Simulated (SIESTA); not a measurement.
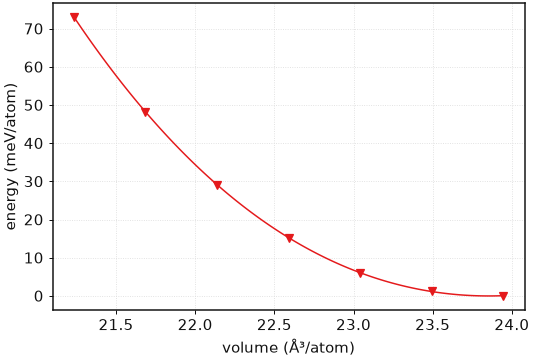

The figure shows the energy against volume for GaAs, space group F-43m (No. 216).

The given structure:
```xyz
2
Lattice="0.0000 2.8268 2.8268 2.8268 0.0000 2.8268 2.8268 2.8268 0.0000" Properties=species:S:1:pos:R:3 pbc="T T T"
As    4.2403    4.2403    4.2403
Ga    0.0000    0.0000    0.0000
```

Computed with SIESTA 5.4.2: DFT in numerical atomic orbitals with pseudopotentials, no spin polarisation; energies at scaled volumes of the given cell, shape and fractions fixed, counted from the fit's minimum, third-order Birch-Murnaghan fit. Level: PBE.

- k mesh: 8×8×8
- occupations: Fermi–Dirac
- smearing width: 0.05 eV
- potentials: PseudoDojo 0.4 standard, converted to PSML, two zetas on semicore shells
- program settings: basis DZP, mesh cutoff 800 Ry

This calculation gives: equilibrium volume 23.85 Å³/atom and bulk modulus 66.4 GPa.

Now As is replaced by P on all its sites, which gives GaP in the same structure. What happens?

The equilibrium volume falls from 23.85 to 21.00 Å³/atom (−12 %) and the bulk modulus rises from 66.4 to 76.4 GPa (+15 %).

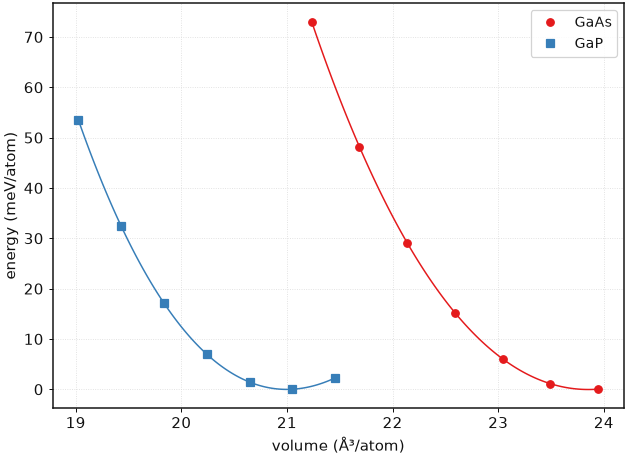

The two results together.

For GaAs, limits of the calculation: the fit and the printed pressures don't fully agree, or the minimum lies near the end of the range; mulliken charges of long orbitals.

For GaP, limits of the calculation: mulliken charges of long orbitals.

V0 and the bulk modulus come from third-order Birch–Murnaghan fits.
